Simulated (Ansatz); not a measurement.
# Two runs on Se

System: Se (1 atom in the cell).
Method of run A: DFT, revPBE, plane waves (420 eV) with PAW, scalar-relativistic, no spin polarisation (Ansatz 0.2.0).

Text and figures count atoms from 1; the logs count them from 0 in places.

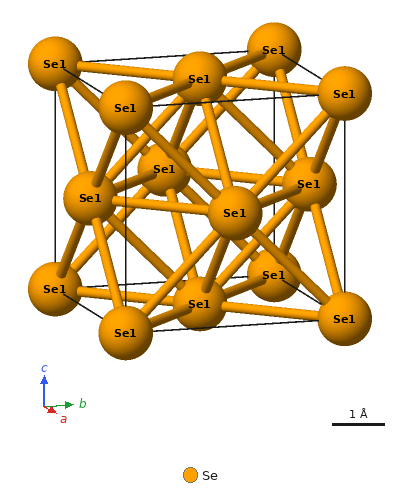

The structure as given in the input (ball-and-stick view of the cell 4 times as large as that of the calculation, set on its symmetry axes, seen slightly off an axis; atoms are numbered from 1 in the order of the input). Near neighbours in the crystal (not all of them lie inside the picture): Se has 12 Se at 3.17 Å.

## Input, run A
```yaml
crystal:
  lattice:
    - [0.0, 2.24155431, 2.24155431]
    - [2.24155431, 0.0, 2.24155431]
    - [2.24155431, 2.24155431, 0.0]
  atoms:
    - { symbol: Se, position: [0.0, 0.0, 0.0] }
hamiltonian:
  xc: revpbe
  pseudopotentials:
    kind: paw
    azcp:
      Se: "pseudopotentials/Se.paw.azcp"
basis:
  ecutwfc: 420
  fft_grid_basis: typed
kpoints:
  mp_grid: { grid: [14, 14, 14], shift: [0, 0, 0] }
magnetization:
  spin_polarized: false
scf:
  occupations: { method: fermi_dirac, width: 0.1 }
  lower_state_search: "off"
output:
  stress: true
  write_density: true
  write_potential: true
  elf: true
  volumetric_format: npy
```

Hardware: 2 threads of an Arm (aarch64) CPU, shared host.

## Output, shortened to warnings, some set-up lines, iterations and results (run A)
```
Basis set: ecut = 420 eV, 459 PW (Γ)
Symmetry: 48 space group operations
k-points: 104 of 2744
Initial density: superposition of atomic densities (neutral atoms: chi_scale 0, normalization atom), corrected by the library's trained network
[...]
SCF iter   1: F=—  HF=-5472.569540 eV  |F-HF|=—  |Δ(HF+E_count)|=         —  Δρ=1.47e-3  dr2=1.88e-4  ethr=1.77e-3  ⟨swp⟩=5.1  Hψ=7388  notcnv=0
SCF iter   2: F=—  HF=-5472.569782 eV  |F-HF|=—  |Δ(HF+E_count)|=   2.42e-4  Δρ=1.10e-3  dr2=1.85e-4  ethr=1.17e-6  ⟨swp⟩=2.0  Hψ=2879  notcnv=0
SCF iter   3: F=—  HF=-5472.569876 eV  |F-HF|=—  |Δ(HF+E_count)|=   9.38e-5  Δρ=1.86e-4  dr2=4.71e-6  ethr=1.16e-6  ⟨swp⟩=2.1  Hψ=1620  notcnv=0
SCF iter   4: F=—  HF=-5472.569879 eV  |F-HF|=—  |Δ(HF+E_count)|=   3.18e-6  Δρ=1.15e-4  dr2=2.66e-6  ethr=2.95e-8  ⟨swp⟩=2.0  Hψ=2077  notcnv=0
SCF iter   5: F=-5472.569878 eV  HF=-5472.569878 eV  |F-HF|=5.24e-8  |Δ(HF+E_count)|=   1.04e-6  Δρ=1.38e-5  dr2=1.66e-8  ethr=1.66e-8  ⟨swp⟩=2.0  Hψ=1599  notcnv=0
SCF iter   6: F=-5472.569878 eV  HF=-5472.569878 eV  |F-HF|=1.06e-9  |Δ(HF+E_count)|=   5.72e-8  Δρ=3.36e-6  dr2=2.19e-9  ethr=1.04e-10  ⟨swp⟩=4.4  Hψ=6345  notcnv=0
SCF 1 converged in 6 iterations: F = -5472.569878 eV  dr2 = 2.19e-9
SCF converged after 6 iterations
Free energy (F): -5472.569878 eV
Harris-Foulkes:  -5472.569878 eV  (|F-HF|=1.06e-9)
Internal energy: -5472.532777 eV  (E = F + TS)
E sigma→0 (E₀):  -5472.551328 eV
Entropy (-TS):   -0.037101 eV (-37.101 meV/atom)
Fermi energy:    9.399872 eV
--- Per-component energies (eV) ---
  E_band       = -367.592637
  E_kinetic    = 114.977355
  E_local      = -2166.973984  (includes V_loc(G=0)·N_el)
  E_nonlocal   = -595.161765
  E_hartree    = 1078.754140
  E_xc         = -102.605846
  E_vxc        = -95.906392  (∫ρ·V_xc dr)
  E_paw        = -1916.335816  (= ΣΔE_a)
  E_vpaw       = 217.962639  (= ΣTr[D̂ρ^β])
  E_aug_tail   = -0.000591  (compensation charges beyond the density's cutoff)
  E_ewald      = -1884.988841
  E_core_change = -0.197430  (= ΣΔE_core)
  E_smearing   = -0.037101  (= −TS)
  E_closure    = 0.000000  (closes the sum)
  Σ components = -5472.569878   (vs F -5472.569878, Δ=0.00e0)
--- Stress (GPa, compression-positive) ---
       -4.063024      -0.000000       0.000000
        0.000000      -4.063024       0.000000
       -0.000000       0.000000      -4.063024
  P = ⅓ Tr σ = -4.0630 GPa (-40.630 kbar)
```

For run B the input was changed thus:
```diff
-    - [0.0, 2.24155431, 2.24155431]
-    - [2.24155431, 0.0, 2.24155431]
-    - [2.24155431, 2.24155431, 0.0]
+    - [0.0, 2.1552538269, 2.1552538269]
+    - [2.1552538269, 0.0, 2.1552538269]
+    - [2.1552538269, 2.1552538269, 0.0]
```

Predict how the results change.

With the same functional and potentials, run B lies 16.5 meV per atom lower. The pressure goes from −4.06 to 2.73 GPa. The volume per atom goes from 22.53 to 20.02 Å³. The SCF takes 7 iterations against 6. The plane waves at Γ go from 459 to 387.

## Output, shortened to warnings, some set-up lines, iterations and results (run B)
```
Basis set: ecut = 420 eV, 387 PW (Γ)
Symmetry: 48 space group operations
k-points: 104 of 2744
Initial density: superposition of atomic densities (neutral atoms: chi_scale 0, normalization atom), corrected by the library's trained network
[...]
SCF iter   1: F=—  HF=-5472.586117 eV  |F-HF|=—  |Δ(HF+E_count)|=         —  Δρ=2.13e-3  dr2=5.60e-4  ethr=1.77e-3  ⟨swp⟩=5.3  Hψ=7398  notcnv=0
SCF iter   2: F=—  HF=-5472.586331 eV  |F-HF|=—  |Δ(HF+E_count)|=   2.14e-4  Δρ=1.51e-3  dr2=3.83e-4  ethr=3.50e-6  ⟨swp⟩=1.9  Hψ=2471  notcnv=0
SCF iter   3: F=—  HF=-5472.586422 eV  |F-HF|=—  |Δ(HF+E_count)|=   9.10e-5  Δρ=3.26e-4  dr2=1.69e-5  ethr=2.39e-6  ⟨swp⟩=2.6  Hψ=1919  notcnv=0
SCF iter   4: F=—  HF=-5472.586395 eV  |F-HF|=—  |Δ(HF+E_count)|=   2.74e-5  Δρ=1.99e-4  dr2=4.22e-6  ethr=1.06e-7  ⟨swp⟩=2.0  Hψ=2069  notcnv=0
SCF iter   5: F=—  HF=-5472.586395 eV  |F-HF|=—  |Δ(HF+E_count)|=   1.25e-7  Δρ=9.31e-5  dr2=1.75e-6  ethr=2.64e-8  ⟨swp⟩=2.0  Hψ=2073  notcnv=0
SCF iter   6: F=—  HF=-5472.586394 eV  |F-HF|=—  |Δ(HF+E_count)|=   5.77e-7  Δρ=3.18e-5  dr2=2.10e-7  ethr=1.09e-8  ⟨swp⟩=2.2  Hψ=1617  notcnv=0
SCF iter   7: F=-5472.586394 eV  HF=-5472.586394 eV  |F-HF|=6.98e-9  |Δ(HF+E_count)|=   9.14e-8  Δρ=6.10e-6  dr2=7.95e-9  ethr=6.25e-10  ⟨swp⟩=8.2  Hψ=8251  notcnv=0
SCF 1 converged in 7 iterations: F = -5472.586394 eV  dr2 = 7.95e-9
SCF converged after 7 iterations
Free energy (F): -5472.586394 eV
Harris-Foulkes:  -5472.586394 eV  (|F-HF|=6.98e-9)
Internal energy: -5472.554375 eV  (E = F + TS)
E sigma→0 (E₀):  -5472.570385 eV
Entropy (-TS):   -0.032018 eV (-32.018 meV/atom)
Fermi energy:    11.418799 eV
--- Per-component energies (eV) ---
  E_band       = -339.337948
  E_kinetic    = 116.551375
  E_local      = -2045.396075  (includes V_loc(G=0)·N_el)
  E_nonlocal   = -595.096499
  E_hartree    = 1031.810574
  E_xc         = -103.480745
  E_vxc        = -97.113826  (∫ρ·V_xc dr)
  E_paw        = -1916.277599  (= ΣΔE_a)
  E_vpaw       = 218.092223  (= ΣTr[D̂ρ^β])
  E_aug_tail   = -0.000580  (compensation charges beyond the density's cutoff)
  E_ewald      = -1960.467397
  E_core_change = -0.197430  (= ΣΔE_core)
  E_smearing   = -0.032018  (= −TS)
  E_closure    = 0.000000  (closes the sum)
  Σ components = -5472.586394   (vs F -5472.586394, Δ=0.00e0)
--- Stress (GPa, compression-positive) ---
        2.726338      -0.000000       0.000000
        0.000000       2.726338       0.000000
       -0.000000      -0.000000       2.726338
  P = ⅓ Tr σ = 2.7263 GPa (27.263 kbar)
```

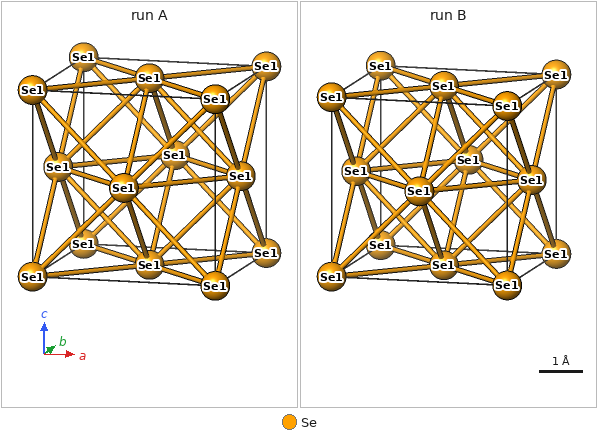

The two input geometries at one scale (ball-and-stick view of the cell 4 times as large as that of the calculation, set on its symmetry axes, seen slightly off an axis). The atoms keep their places relative to the cell (all moves are under 0.005 Å). The volume changes by −11.1 %, with a = b = c 4.483 → 4.311 Å (−3.9 %). Among the contacts that change: Se1–Se1 3.170 → 3.048 Å.

## The two runs side by side

| quantity | run A | run B |
| --- | --- | --- |
| outcome | converged | converged |
| free energy per atom (eV) | −5472.5699 | −5472.5864 |
| energy per atom, smearing taken to zero (eV) | −5472.5513 | −5472.5704 |
| pressure (GPa) | −4.06 | 2.73 |
| volume per atom (Å³) | 22.53 | 20.02 |
| SCF iterations | 6 | 7 |
| irreducible k-points | 104 | 104 |
| plane waves at Γ | 459 | 387 |
| wall time (shared host) | 1.2 s | 1.4 s |
